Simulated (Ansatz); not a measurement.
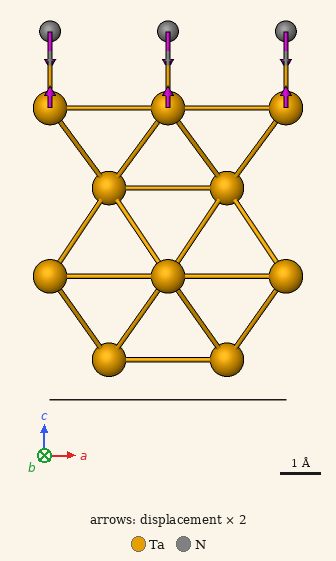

This is a constrained relaxation of a slab of composition Ta4N (cut from the Fm-3m phase). The starting structure is drawn; purple arrows show the displacements, 2 times their true length.

Style: ball-and-stick. Shown: the 2 × 3 repeat of the cell, outlined in the plane, without the vacuum, along the b axis.

Case: N put at a bridge Ta-Ta site. The slab is the (1 0 0) face of Ta with N on it. 2 atoms are held fixed.

Level of theory: DFT PBEsol, scalar-relativistic, plane waves, PAW in Ansatz 0.2.0. Set-up: plane-wave cutoff 420 eV; k-point mesh 10 × 10 × 1; occupations gaussian; smearing width 0.1 eV; no spin polarisation; dipole correction; atoms relaxed in a fixed cell; force threshold 0.03 eV/Å; at most 70 steps.

### Atoms of which element are displaced furthest, and by how much?

Nitrogen: up to 0.48 Å, against 0.29 Å for tantalum.

### Describe the change and its energy.

The energy falls by 3.463 eV per cell of the calculation in 4 accepted moves (5 points after the start). The largest force component goes from 5.4 to 0.022 eV/Å. 1 step only repeated the SCF at the same geometry. The atom that moves furthest is the N atom (0.48 Å along the normal (−c)). By element the largest moves are N 0.48 Å, Ta 0.29 Å. The cell doesn't change. Near-neighbour distances that change, for instance: N–Ta 2.422 → 1.872 Å, Ta–Ta 2.894 → 3.088 Å, Ta–Ta 3.040 → 3.050 Å. Bond angles that change, for instance: Ta–N–Ta 75.1° → 104.1°. Cost: 40 s on 2 threads of Intel(R) Xeon(R) 6975P-C (Granite Rapids), with other jobs on the host, peak memory 0.62 GiB.

Limits of the set-up: the cell has an odd number of electrons but was run without spin polarisation; the periodic images lie only 3.0 Å apart, so the values are limited by the cell's size.
